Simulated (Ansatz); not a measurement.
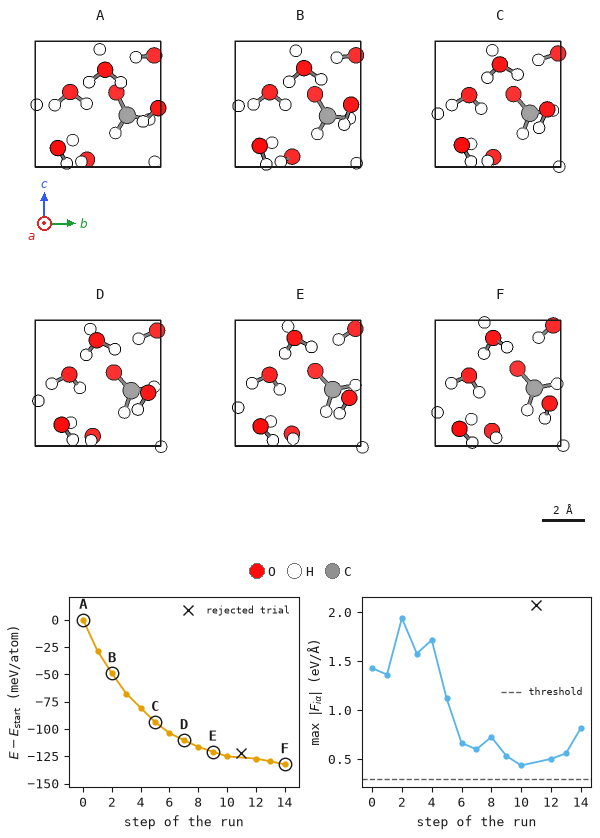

Frames of a relaxation of an amorphous cell of composition H14CO7, marked on the history of the run. The picture is a ball-and-stick view of the cell of the calculation, seen along the a axis.

The cell holds 6 H2O + 1 H2CO. The run prepares the start of a later molecular dynamics calculation, from a guessed geometry.

All numbers below come from DFT PBE, scalar-relativistic, plane waves, PAW (Ansatz 0.2.0). Settings: plane-wave cutoff 420 eV; k-point mesh 1 × 1 × 1; occupations fermi dirac; smearing width 0.05 eV; no spin polarisation; atoms relaxed in a fixed cell; force threshold 0.3 eV/Å; at most 15 steps.

### What happens along the run?

The relaxation stopped without meeting its thresholds, so the last structure isn't shown to be converged. It used up its limit of 15 steps. The largest move is that of an H atom, 1.50 Å along [−1 0 −2]. By element the largest moves are H 1.50 Å, O 0.93 Å, C 0.49 Å. The cell doesn't change. Among the contacts that change: H–O 0.969 → 1.016 Å, H–O 0.969 → 0.993 Å, C–O 1.220 → 1.231 Å, C–H 1.104 → 1.114 Å. Bond angles that change, for instance: H–O–H 104.0° → 100.3°, H–C–H 115.7° → 118.5°, O–C–H 122.2° → 119.8°. The energy falls by 132 meV per atom in 13 accepted moves (14 points after the start). The largest force component goes from 1.4 to 0.82 eV/Å. The line search rejected the trial step at point 11 of the run. Cost: 23 s on 1 thread of Intel(R) Xeon(R) Platinum 8259CL CPU @ 2.50GHz (Skylake/Cascade Lake) (shared host), peak memory 0.4 GiB. From step 0 to 2: an O atom moves most (0.38 Å), energy −49.0 meV per atom. From step 2 to 5: H atoms move most (0.45 Å), energy −44.7 meV per atom. From step 5 to 7: an H atom moves most (0.40 Å), energy −16.6 meV per atom. From step 7 to 9: H atoms move most (0.32 Å), energy −10.5 meV per atom. From step 9 to 14: an H atom moves most (0.54 Å), energy −11.6 meV per atom.

```json
{"step": "0", "E − E(0), meV/atom": "0.00", "largest force component, eV/Å": "1.4294", "note": ""}
{"step": "1", "E − E(0), meV/atom": "-28.48", "largest force component, eV/Å": "1.3641", "note": ""}
{"step": "2", "E − E(0), meV/atom": "-48.97", "largest force component, eV/Å": "1.9406", "note": ""}
{"step": "3", "E − E(0), meV/atom": "-67.60", "largest force component, eV/Å": "1.5787", "note": ""}
{"step": "4", "E − E(0), meV/atom": "-80.57", "largest force component, eV/Å": "1.7169", "note": ""}
{"step": "5", "E − E(0), meV/atom": "-93.66", "largest force component, eV/Å": "1.1203", "note": ""}
{"step": "6", "E − E(0), meV/atom": "-103.71", "largest force component, eV/Å": "0.6661", "note": ""}
{"step": "7", "E − E(0), meV/atom": "-110.28", "largest force component, eV/Å": "0.6010", "note": ""}
{"step": "8", "E − E(0), meV/atom": "-116.30", "largest force component, eV/Å": "0.7269", "note": ""}
{"step": "9", "E − E(0), meV/atom": "-120.79", "largest force component, eV/Å": "0.5345", "note": ""}
{"step": "10", "E − E(0), meV/atom": "-125.04", "largest force component, eV/Å": "0.4363", "note": ""}
{"step": "11", "E − E(0), meV/atom": "-122.26", "largest force component, eV/Å": "2.0700", "note": "rejected"}
{"step": "12", "E − E(0), meV/atom": "-127.14", "largest force component, eV/Å": "0.5038", "note": ""}
{"step": "13", "E − E(0), meV/atom": "-129.53", "largest force component, eV/Å": "0.5592", "note": ""}
{"step": "14", "E − E(0), meV/atom": "-132.40", "largest force component, eV/Å": "0.8177", "note": ""}
```

Limits of the set-up: the program's low-accuracy preset was used; the periodic images lie only 6.0 Å apart, so the values are limited by the cell's size.
